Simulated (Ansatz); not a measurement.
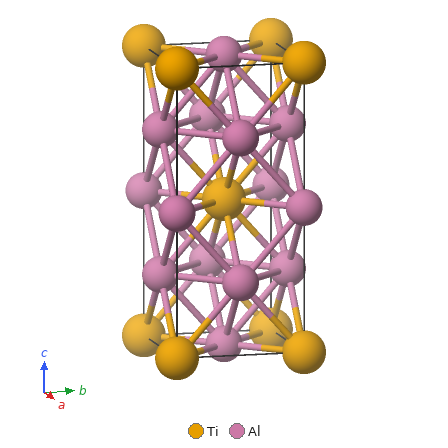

System: TiAl₃, space group I4/mmm (No. 139). The picture shows the cell.

Starting cell:
```yaml
crystal:
  lattice:
    - [3.81555, 0.00000, 0.00000]
    - [0.00000, 3.81555, 0.00000]
    - [0.00000, 0.00000, 8.55399]
  atoms:
    - { symbol: Ti, position: [0.00000, 0.00000, 0.00000] }
    - { symbol: Ti, position: [0.50000, 0.50000, 0.50000] }
    - { symbol: Al, position: [0.50000, 0.50000, 0.00000] }
    - { symbol: Al, position: [0.00000, 0.50000, 0.25000] }
    - { symbol: Al, position: [0.50000, 0.00000, 0.25000] }
    - { symbol: Al, position: [0.00000, 0.00000, 0.50000] }
    - { symbol: Al, position: [0.50000, 0.00000, 0.75000] }
    - { symbol: Al, position: [0.00000, 0.50000, 0.75000] }
```

Input of one of the runs behind the figure:
```
crystal:
  lattice:
    - [3.8155481467, 0.0, 0.0]
    - [0.0, 3.8155481467, 0.0]
    - [0.0, 0.0, 8.5539936151]
  atoms:
    - { symbol: Ti, position: [0.0, 0.0, 0.0] }
    - { symbol: Ti, position: [0.5, 0.5, 0.5] }
    - { symbol: Al, position: [0.5, 0.5, 0.0] }
    - { symbol: Al, position: [0.0, 0.5, 0.25] }
    - { symbol: Al, position: [0.5, 0.0, 0.25] }
    - { symbol: Al, position: [0.0, 0.0, 0.5] }
    - { symbol: Al, position: [0.5, 0.0, 0.75] }
    - { symbol: Al, position: [0.0, 0.5, 0.75] }
basis:
  ecutwfc: 420
kpoints:
  mp_grid: { grid: [10, 10, 4] }
hamiltonian:
  xc: pbesol
scf:
  occupations: { method: gaussian, width: 0.1 }
output:
  forces: true
  stress: true
  eigenvalues: true
```

Launched with:
```bash
ansatz run input.yaml --threads 1 --pin off --max-ram 2560MiB --backend cpu --events-out ev --progress --plain --runs-dir out
```

Calculation (Ansatz 0.2.0): energy, stress and cell of a relaxed crystal along a series of strains, atoms and what the cell freedom names relaxed within the symmetry; stress is positive in compression; plane waves with PAW datasets, Γ-centred k mesh; energies extrapolated to zero smearing. Level: PBEsol, no spin polarisation.

| setting | value |
| --- | --- |
| wave cutoff | 420 eV |
| k mesh | 10×10×4 |
| occupations | Gaussian |
| smearing width | 0.1 eV |
| strain kind | isotropic |
| cell freedom | cell held, all vectors scaled |

The stress yy equals the stress xx.

Describe the result: the energy change, stress zz and stress xx against strain. The strain takes the values −3, −2, −1, 0, 1, 2, 3 %.

The energy rises on both sides of the starting structure, which is therefore a minimum along this path. The energy change is 48.03 meV/atom at strain −3 % and 40.23 meV/atom at 3 %; the lowest computed point is at strain 0 % (0.00 meV/atom), and no other minimum shows. The stress zz falls from 12.01 GPa at strain −3 % to −7.93 GPa at 3 %, and changes sign near 0 %. The stress xx falls from 12.36 GPa at strain −3 % to −8.43 GPa at 3 %, and changes sign near 0 %.

| strain (%) | energy change (meV/atom) | stress zz (GPa) | stress xx (GPa) |
| --- | --- | --- | --- |
| −3 | 48.03 | 12.01 | 12.36 |
| −2 | 20.67 | 7.50 | 7.70 |
| −1 | 4.99 | 3.53 | 3.59 |
| 0 | 0.00 | 0.06 | −0.04 |
| 1 | 4.77 | −2.98 | −3.22 |
| 2 | 18.45 | −5.63 | −6.00 |
| 3 | 40.23 | −7.93 | −8.43 |

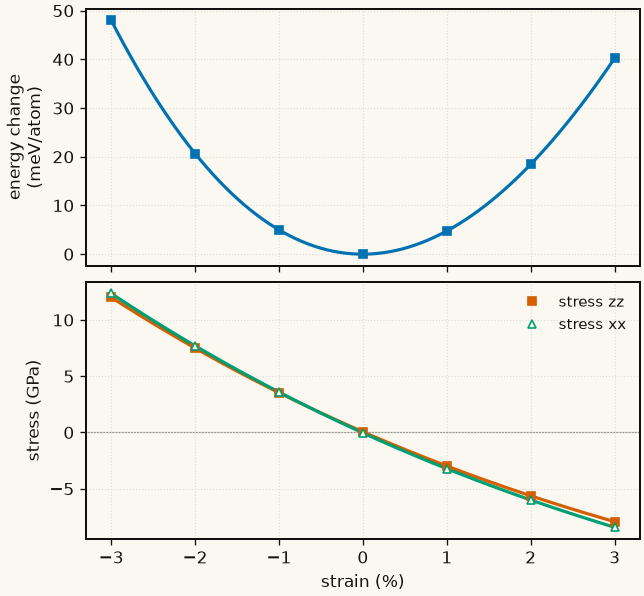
